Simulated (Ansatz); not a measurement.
**Run report: B₃N, single-point calculation**

System: B₃N (R-3, 8 atoms in the cell).
Method: DFT PBE, scalar-relativistic, plane waves, PAW, spin-polarised (Ansatz 0.2.0).

The structure was made by swapping elements on the sites of another compound; it need not be a known phase. It belongs to a series of runs on one base structure; here: anti-ScCl3 type (R-3, No. 148). Figures and captions count atoms from 1; the log counts them from 0 in places.

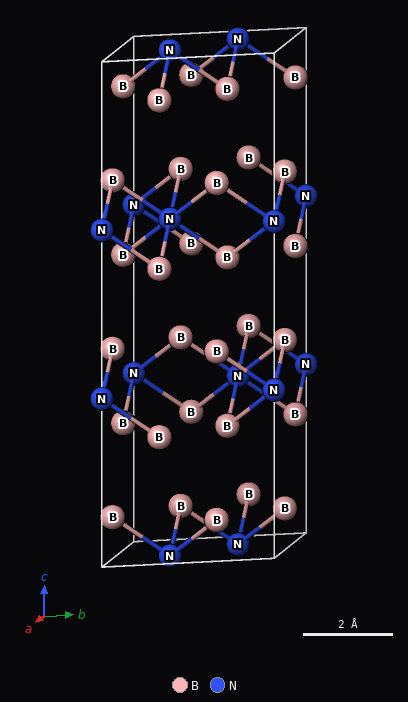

Figure 1. The structure as given in the input (ball-and-stick view of the cell 3 times as large as that of the calculation, set on its symmetry axes, seen slightly off an axis).

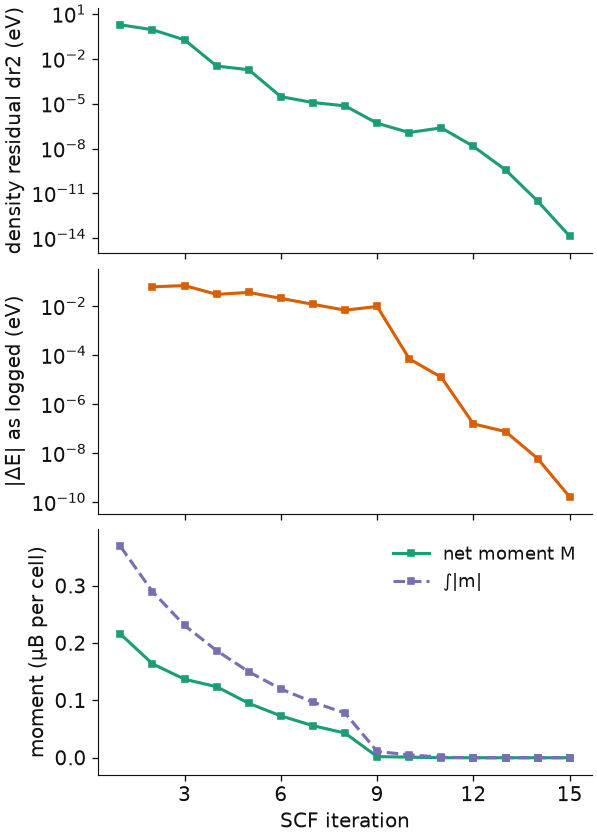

Figure 2. Convergence of the self-consistent field: density residual dr2, size of the energy change and magnetic moment against the SCF iteration. The residual comes down, with one marked jump up, by a factor of about 2, at step 11. The net moment goes from 0.2 to 0.0 μB per cell, and ∫|m| falls to zero.

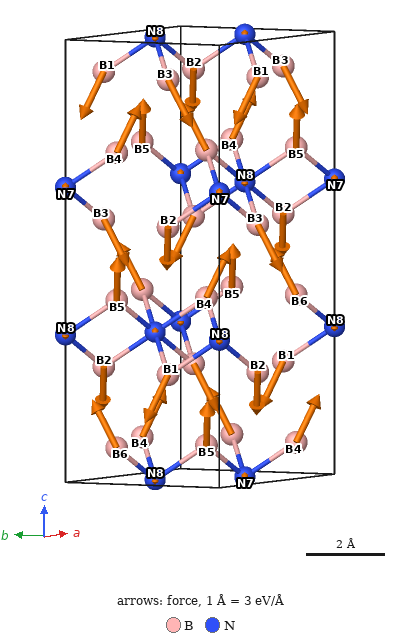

Figure 3. Forces on the atoms as orange arrows (ball-and-stick view of the cell 3 times as large as that of the calculation, set on its symmetry axes, seen at an oblique angle; atoms are numbered from 1 in the order of the input). The largest act on all 6 B atoms (4.25 eV/Å). The geometry is not a stationary point of this energy.

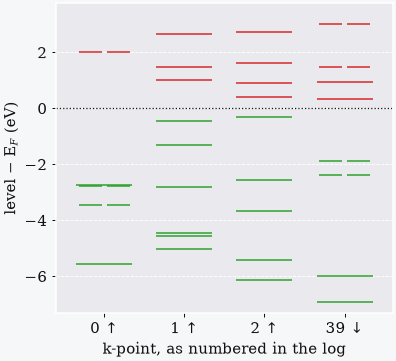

Figure 4. Kohn–Sham levels near the Fermi level (dotted) at the few k-points that the log prints; levels within 0.02 eV of each other stand side by side. The system is metallic on the full mesh.

The input and output of the run follow.

### Input
```yaml
crystal:
  lattice:
    - [2.06704119, 1.1934067875, 3.8379311225]
    - [-2.06704119, 1.1934067875, 3.8379311225]
    - [0.0, -2.386813575, 3.8379311225]
  atoms:
    - { symbol: B, position: [0.082, 0.4153, 0.7487] }
    - { symbol: B, position: [0.7487, 0.082, 0.4153] }
    - { symbol: B, position: [0.4153, 0.7487, 0.082] }
    - { symbol: B, position: [0.918, 0.5847, 0.2513] }
    - { symbol: B, position: [0.2513, 0.918, 0.5847] }
    - { symbol: B, position: [0.5847, 0.2513, 0.918] }
    - { symbol: "N", position: [0.3333, 0.3333, 0.3333], spin: 1.0 }
    - { symbol: "N", position: [0.6667, 0.6667, 0.6667], spin: 1.0 }
basis:
  ecutwfc: 420
kpoints:
  mp_grid: { grid: [6, 6, 6] }
hamiltonian:
  xc: pbe
scf:
  occupations: { method: gaussian, width: 0.1 }
  lower_state_search: "off"
output:
  forces: true
  stress: true
  eigenvalues: true
  populations: true
magnetization:
  spin_polarized: true
```

Launch command:
```bash
ansatz run input.yaml --threads 1 --pin off --max-ram 2560MiB --backend cpu --events-out ev --progress --plain --runs-dir out
```

### What the program printed
```
Engine: ansatz 0.2.0, x86_64-unknown-linux-gnu
Pseudopotentials: kind: paw
Pseudopotential: B, paw, valence charge 3, recommended cutoff 420 eV (normal), B.paw.azcp
Pseudopotential: N, paw, valence charge 5, recommended cutoff 420 eV (normal), N.paw.azcp
Functional definition: PBE
  parameter kappa = 0.804
  parameter beta = 0.06672455060314922
  exchange = pbe_x(kappa = kappa, mu = beta*pi^2/3)
  correlation = pbe_c(beta = beta)
Crystal: 8 atoms, lattice volume = 56.805 Å³
Basis set: ecut = 420 eV, 1123 PW (Γ), exchange–correlation on 64×64×64 points (8 copies of the dense FFT grid, shifted against one another)
Bands: 23, of which v1, the nominal top of the filled ones, is band 14 counted from 1 (13 counted from 0)
Symmetry: 6 space group operations
Space group: R-3 (ITA 148), of the structure as read, at distance tolerance 3.8e-5 Å
Magnetic group: BNS 148.17 (UNI 1247), of the structure as read, at distance tolerance 3.8e-5 Å
k-points: 40 of 216
Non-local potential: B, projectors of the file, l = 0: 2, l = 1: 2, l = 2: 1
Non-local potential: N, projectors of the file, l = 0: 2, l = 1: 2, l = 2: 1
PAW form: soft (Blöchl's): semilocal exchange-correlation on the pseudo side does not see the compensation charge
PAW one-centre angular grid: B, 110 points (default); XC on 64 Gauss nodes
PAW one-centre angular grid: N, 110 points (default); XC on 64 Gauss nodes
Initial density: superposition of atomic densities (chi_scale 0.1, normalization cell, long waves kept (reshape's long-wave potential 0.06 eV rms))
Starting moments: Σ|m| = 2 μB on 2 of 8 sites
Initial wavefunctions: pseudopotential atomic-orbital guess
Functional: x = pbe(κ = 0.804, μ = 0.2195149727645171), c = pbe(β = 0.06672455060314922)
SCF iter   1: F=—  HF=-1689.573374 eV  |F-HF|=—  |Δ(HF+E_count)|=         —  Δρ=6.03e-2 (↑3.57e-2 ↓6.03e-2)  dr2=1.90e0  dr2_m=7.74e-1  M=0.216 μB ∫|m|=0.369 μB  β_m=0.30  ethr=3.10e-3  ⟨swp⟩=4.4  Hψ=7581  notcnv=0
preconditioner: auto → Kerker (q_TF=auto, 2.425 Å⁻¹)  [metal: Δε(μ)=0.011 eV  Ē_g=12.687 eV  σ=0.100 eV  W_gap=0.06  n_scr=14 (ndim 8)  ℏωp=26.1 eV  f_vac=0.000  D(μ)=2.08/eV (n_scr^D=14)]
spin=Collinear: Kerker preconditioning applied to the charge; magnetization (m = ρ↑ − ρ↓) channel mixes plain (no charge-response kernel on spin).
SCF iter   2: F=—  HF=-1689.511204 eV  |F-HF|=—  |Δ(HF+E_count)|=   6.22e-2  Δρ=4.08e-2 (↑2.93e-2 ↓4.08e-2)  dr2=8.96e-1  dr2_m=4.37e-1  M=0.164 μB ∫|m|=0.290 μB  β_m=0.30  ethr=3.10e-3  ⟨swp⟩=1.8  Hψ=2749  notcnv=0  defer=51
SCF iter   3: F=—  HF=-1689.441454 eV  |F-HF|=—  |Δ(HF+E_count)|=   6.98e-2  Δρ=2.65e-2 (↑2.65e-2 ↓1.99e-2)  dr2=1.87e-1  dr2_m=2.49e-1  M=0.137 μB ∫|m|=0.231 μB  β_m=0.30  ethr=3.10e-3  ⟨swp⟩=2.5  Hψ=3166  notcnv=0  defer=51
SCF iter   4: F=—  HF=-1689.472128 eV  |F-HF|=—  |Δ(HF+E_count)|=   3.07e-2  Δρ=1.65e-2 (↑1.65e-2 ↓1.65e-2)  dr2=3.33e-3  dr2_m=1.40e-1  M=0.124 μB ∫|m|=0.187 μB  β_m=0.30  ethr=6.69e-4  ⟨swp⟩=2.1  Hψ=2772  notcnv=0  defer=228
SCF iter   5: F=—  HF=-1689.508861 eV  |F-HF|=—  |Δ(HF+E_count)|=   3.67e-2  Δρ=1.27e-2 (↑1.24e-2 ↓1.27e-2)  dr2=1.89e-3  dr2_m=8.12e-2  M=0.095 μB ∫|m|=0.150 μB  β_m=0.30  ethr=1.19e-5  ⟨swp⟩=2.4  Hψ=3321  notcnv=0  defer=215
SCF iter   6: F=—  HF=-1689.529820 eV  |F-HF|=—  |Δ(HF+E_count)|=   2.10e-2  Δρ=9.54e-3 (↑9.54e-3 ↓9.50e-3)  dr2=2.96e-5  dr2_m=4.72e-2  M=0.073 μB ∫|m|=0.120 μB  β_m=0.30  ethr=6.76e-6  ⟨swp⟩=2.0  Hψ=2744  notcnv=0  defer=215
SCF iter   7: F=—  HF=-1689.541865 eV  |F-HF|=—  |Δ(HF+E_count)|=   1.20e-2  Δρ=7.29e-3 (↑7.26e-3 ↓7.29e-3)  dr2=1.21e-5  dr2_m=2.76e-2  M=0.056 μB ∫|m|=0.097 μB  β_m=0.30  ethr=1.06e-7  ⟨swp⟩=3.4  Hψ=3570  notcnv=0  defer=215
Mixer restart at iter 7: flushing history
spin-set hold released at iteration 7 (site moments contracting): the magnetisation degrees of freedom join the quasi-Newton model from the next iteration; the mixer history was flushed
SCF iter   8: F=—  HF=-1689.548809 eV  |F-HF|=—  |Δ(HF+E_count)|=   6.94e-3  Δρ=5.58e-3 (↑5.56e-3 ↓5.58e-3)  dr2=7.23e-6  dr2_m=1.62e-2  M=0.043 μB ∫|m|=0.078 μB  β_m=0.65  ethr=4.33e-8  ⟨swp⟩=3.1  Hψ=3541  notcnv=0  defer=215
SCF iter   9: F=—  HF=-1689.558592 eV  |F-HF|=—  |Δ(HF+E_count)|=   9.78e-3  Δρ=2.90e-4 (↑2.90e-4 ↓2.77e-4)  dr2=4.97e-7  dr2_m=4.17e-5  M=0.002 μB ∫|m|=0.011 μB  β_m=0.82  ethr=2.58e-8  ⟨swp⟩=3.4  Hψ=4153  notcnv=0  defer=215
SCF iter  10: F=—  HF=-1689.558664 eV  |F-HF|=—  |Δ(HF+E_count)|=   7.16e-5  Δρ=1.12e-4 (↑1.01e-4 ↓1.12e-4)  dr2=1.19e-7  dr2_m=5.85e-6  M=0.001 μB ∫|m|=0.005 μB  β_m=0.91  ethr=1.77e-9  ⟨swp⟩=3.0  Hψ=3768  notcnv=0  defer=215
SCF iter  11: F=—  HF=-1689.558676 eV  |F-HF|=—  |Δ(HF+E_count)|=   1.25e-5  Δρ=1.93e-5 (↑1.93e-5 ↓1.61e-5)  dr2=2.45e-7  dr2_m=9.54e-8  M=0.000 μB ∫|m|=0.001 μB  β_m=0.89  ethr=3.57e-10  ⟨swp⟩=10.3  Hψ=9644  notcnv=0
iter 12 did not close the SCF: its close was put off for a magnetic moment that had not settled (scf_convergence_deferred on its scf_iter line)
SCF iter  12: F=-1689.558677 eV  HF=-1689.558676 eV  |F-HF|=3.77e-8  |Δ(HF+E_count)|=   1.57e-7  Δρ=7.74e-6 (↑7.74e-6 ↓7.63e-6)  dr2=1.40e-8  dr2_m=2.67e-8  M=0.000 μB ∫|m|=0.000 μB  β_m=0.94  ethr=3.57e-10  ⟨swp⟩=2.0  Hψ=6028  notcnv=0
iter 13 did not close the SCF: its close was put off for a magnetic moment that had not settled (scf_convergence_deferred on its scf_iter line)
SCF iter  13: F=-1689.558677 eV  HF=-1689.558677 eV  |F-HF|=3.20e-9  |Δ(HF+E_count)|=   7.64e-8  Δρ=2.01e-6 (↑2.01e-6 ↓1.95e-6)  dr2=3.78e-10  dr2_m=1.94e-9  M=0.000 μB ∫|m|=0.000 μB  β_m=0.97  ethr=5.01e-11  ⟨swp⟩=1.8  Hψ=5189  notcnv=0
iter 14 did not close the SCF: its close was put off for a magnetic moment that had not settled (scf_convergence_deferred on its scf_iter line)
SCF iter  14: F=-1689.558677 eV  HF=-1689.558677 eV  |F-HF|=8.62e-11  |Δ(HF+E_count)|=   6.04e-9  Δρ=3.25e-7 (↑3.25e-7 ↓3.12e-7)  dr2=3.10e-12  dr2_m=5.19e-11  M=0.000 μB ∫|m|=0.000 μB  β_m=0.99  ethr=1.35e-12  ⟨swp⟩=1.4  Hψ=5644  notcnv=0
SCF iter  15: F=-1689.558677 eV  HF=-1689.558677 eV  |F-HF|=3.18e-12  |Δ(HF+E_count)|=  1.63e-10  Δρ=5.88e-8 (↑5.88e-8 ↓5.81e-8)  dr2=1.38e-14  dr2_m=1.78e-12  M=0.000 μB ∫|m|=0.000 μB  ethr=1.00e-12  ⟨swp⟩=1.1  Hψ=4848  notcnv=0
WARN: the starting moments were not kept: the SCF closed with an absolute magnetisation of 4.2e-6 μB, where they sum to 2 μB in size (2 sites). That is at most 0.1 of that sum. Measured as dr2_m measures the in/out step, that magnetisation stands 1.5e-12 eV from none, at or under the dr2_threshold of 1.0e-7 eV: it is no larger than a step whose dr2_m would equal this threshold. The system may hold no moment; this SCF shows only that its start led to no more than that. To try another start: raise the starting moments (crystal.atoms[].spin, magnetization.per_species, magnetization.initial_magnetization, or on a non-collinear deck that types none of these the spinor_matrix: blocks that start its atoms; where the total moment is fixed, keep their sum and leave initial_magnetization as it is; typed ones take the place of any that the run laid by itself, positive ones on a crystal's lanthanoids without a Hubbard term where scf.initial_density.shell_occupations: [] is typed) or, if the notice of its spin-set hold's release reads "site moments contracting" or "site moments show no strong build", lengthen the hold (scf.mixing.spin_hold: { on: { confirm: 4 } }; for m-r²SCAN on two components see the key's manual first). Each may lead to a state that holds a moment. A second SCF, from the converged charge density, with the starting moments and any scf.initial_density.shell_occupations laid on it anew, would have followed, and was not run: the deck does not ask for one (magnetization.retry_lost_moments is false, the default). To let it run, set magnetization.retry_lost_moments: true and run the deck again, where that key's refused combinations let it; where memory then withholds it, that run's warning says so.
SCF 1 converged in 15 iterations: F = -1689.558677 eV  dr2 = 1.38e-14
  greatest PAW one-centre occupation: 0.795 electrons in one spin orbital (limit 2), on the N atom at site 7 (counted from 0), in its partial waves of l = 0
SCF converged after 15 iterations
Magnetization: 0.0000 μB (14.0000 up, 14.0000 down)
Absolute magnetization: 0.0000 μB (∫|ρ↑−ρ↓|, with the PAW one-centre terms)
Spin contamination: 0.0000 ħ² per cell (⟨S²⟩ above its minimum at these occupations)
Per-site moments (μB) at R_I (Å): [(2.9386856565011616e-7, 0.6889871923433606), (2.9386856563611693e-7, 0.6889871923433606), (2.938685656281767e-7, 0.6889871923433605), (2.938685656384983e-7, 0.6889871923433601), (2.9386856563580295e-7, 0.6889871923433603), (2.9386856562459755e-7, 0.6889871923433601), (-3.053791205270919e-9, 0.6889871923433601), (-3.053791200069374e-9, 0.6889871923433605)]
Free energy (F): -1689.558677 eV
Harris-Foulkes:  -1689.558677 eV  (|F-HF|=3.18e-12)
Internal energy: -1689.546336 eV  (E = F + TS)
E sigma→0 (E₀):  -1689.552506 eV
Entropy (-TS):   -0.012341 eV (-1.543 meV/atom)
Fermi energy:    12.022471 eV
--- Per-component energies (eV) ---
  E_band       = 69.112445
  E_kinetic    = 531.817818
  E_local      = -565.964576  (includes V_loc(G=0)·N_el)
  E_nonlocal   = 163.031864
  E_hartree    = 182.991466
  E_xc         = -305.791635
  E_vxc        = -372.953450  (∫ρ·V_xc dr)
  E_paw        = -724.414568  (= ΣΔE_a)
  E_vpaw       = -52.802325  (= ΣTr[D̂ρ^β])
  E_aug_tail   = 0.000183  (compensation charges beyond the density's cutoff)
  E_ewald      = -971.216888
  E_smearing   = -0.012341  (= −TS)
  E_closure    = -0.000000  (closes the sum)
  Σ components = -1689.558677   (vs F -1689.558677, Δ=0.00e0)
--- Forces (eV/Å), atoms counted from 1 ---
  atom   1  B      1.42022054    -1.60743216     3.66604779
  atom   2  B      0.68196681     2.03366315     3.66604779
  atom   3  B     -2.10218736    -0.42623099     3.66604779
  atom   4  B     -1.42022054     1.60743216    -3.66604779
  atom   5  B     -0.68196681    -2.03366315    -3.66604779
  atom   6  B      2.10218736     0.42623099    -3.66604779
  atom   7  N      0.00000000     0.00000000    -0.37515328
  atom   8  N     -0.00000000    -0.00000000     0.37515328
  max |Σ_I F_I| component: 4.44e-16 eV/Å
--- Stress (GPa, compression-positive) ---
       -1.906396      -0.000000       0.000000
        0.000000      -1.906396      -0.000000
       -0.000000      -0.000000     -24.843820
  P = ⅓ Tr σ = -9.5522 GPa (-95.522 kbar)
--- Band table (eV; the first three rows and the last of 80) ---
  k-point 0 ↑: bands = ["-11.2558", "-6.5639", "-0.8406", "-0.8406", "-0.0119", "1.4689", "2.3717", "2.4739", "2.4739", "6.4702", "8.5517", "8.5517", "9.2375", "9.2375", "9.2664", "14.0291", "14.0291", "16.6473", "16.7924", "16.7924", "17.0132", "17.0132", "17.2293"]
  k-point 1 ↑: bands = ["-11.0628", "-7.0463", "-1.0944", "-0.6502", "-0.0878", "1.5190", "1.9815", "2.8813", "3.0773", "6.9949", "7.4753", "7.5553", "9.2109", "10.7074", "11.5633", "13.0193", "13.5100", "14.6820", "16.4593", "16.7467", "17.0523", "17.4181", "17.9573"]
  k-point 2 ↑: bands = ["-10.5322", "-8.0544", "-1.4808", "-0.8689", "0.0551", "1.2293", "2.5671", "3.7579", "4.1579", "5.8798", "6.6023", "8.3390", "9.4771", "11.7119", "12.4231", "12.9260", "13.6420", "14.7429", "15.9944", "16.5947", "17.0909", "17.7327", "17.9974"]
  k-point 39 ↓: bands = ["-11.0529", "-6.6385", "-2.6518", "-0.9309", "-0.9309", "2.3414", "2.3414", "2.7938", "5.0959", "6.0458", "9.6369", "9.6369", "10.1274", "10.1274", "12.3404", "12.9686", "13.5015", "13.5015", "15.0256", "15.0256", "15.8172", "15.8172", "15.8247"]
--- Löwdin populations: 8 sites ---
  site symbol       q [e]    m [muB]
     0      B      2.8821     0.0000
     1      B      2.8821     0.0000
     2      B      2.8821     0.0000
     3      B      2.8821     0.0000
     4      B      2.8821     0.0000
     5      B      2.8821     0.0000
     6      N      5.2730    -0.0000
     7      N      5.2730    -0.0000
  spilling = 0.005760 (of n_electrons = 28.000000)
```

### File populations.tsv
```
# site	symbol	l	j	q_up	q_dn
# orbitals = lowdin
# n_electrons = 28.000000
# spilling = 0.005760
0	B	0_2S	-	0.434622	0.434622
0	B	1_2P	-	1.006445	1.006445
1	B	0_2S	-	0.434622	0.434622
1	B	1_2P	-	1.006445	1.006445
2	B	0_2S	-	0.434622	0.434622
2	B	1_2P	-	1.006445	1.006445
3	B	0_2S	-	0.434622	0.434622
3	B	1_2P	-	1.006445	1.006445
4	B	0_2S	-	0.434622	0.434622
4	B	1_2P	-	1.006445	1.006445
5	B	0_2S	-	0.434622	0.434622
5	B	1_2P	-	1.006445	1.006445
6	N	0_2S	-	0.636549	0.636549
6	N	1_2P	-	1.999933	1.999933
7	N	0_2S	-	0.636549	0.636549
7	N	1_2P	-	1.999933	1.999933
```

### Key numbers

```tsv
quantity	value
outcome	converged
space group (tolerance 0.01 Å)	R-3 (148)
electrons treated	28
free energy	−1689.5587 eV
Fermi energy	12.022 eV
gap on the k-point mesh	none (metallic)
net moment of the cell	0.00 μB
integrated absolute moment	0.00 μB
pressure	−9.55 GPa
largest force (length of the vector)	4.247 eV/Å
hardware	1 thread of Intel Xeon @ 2.50GHz (Skylake/Cascade Lake), 256 GiB of memory available, shared host
wall time	15 s
peak memory	0.42 GiB
```

### Remarks

Warnings of the run: some starting moments were not kept.
